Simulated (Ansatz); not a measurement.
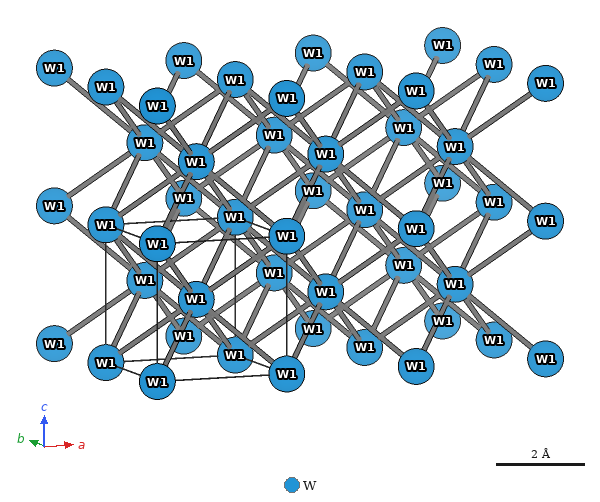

Reference structure: solid W (set up in Im-3m). The picture is a ball-and-stick view of the conventional cell (2 times the calculation's cell), repeated 3 × 2 × 2 with one cell outlined, seen slightly off an axis. Lengths and directions refer to the drawn axes.

Computed with DFT r2SCAN, scalar-relativistic, plane waves, PAW (Ansatz). Set-up: plane-wave cutoff 500 eV; k-point mesh 18 × 18 × 18; occupations gaussian; smearing width 0.1 eV; no spin polarisation.

Now this is done to it. All lengths are scaled by −3.1 % (volume −9.0 %), the atoms keeping their fractional coordinates. No relaxation follows.

Q: Predict the response.

A: It costs 152 meV per atom. Pressure: 0.0 GPa before, 36.9 GPa after. All forces vanish by symmetry. Among the bonded contacts that change: W–W 3.168 → 3.070 Å, W–W 2.744 → 2.659 Å. The space group stays Im-3m (No. 229).

The changed structure in the same view:

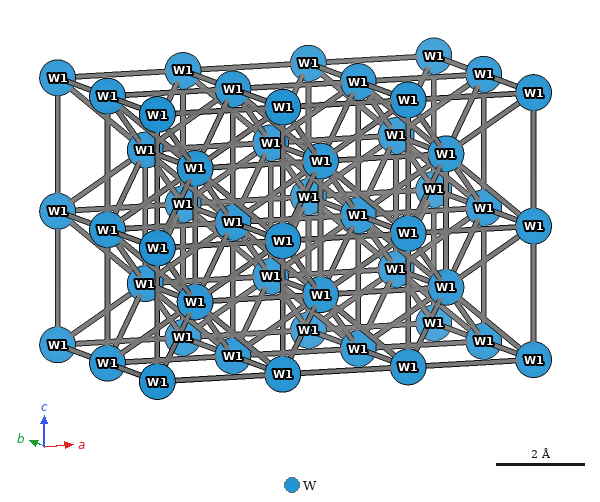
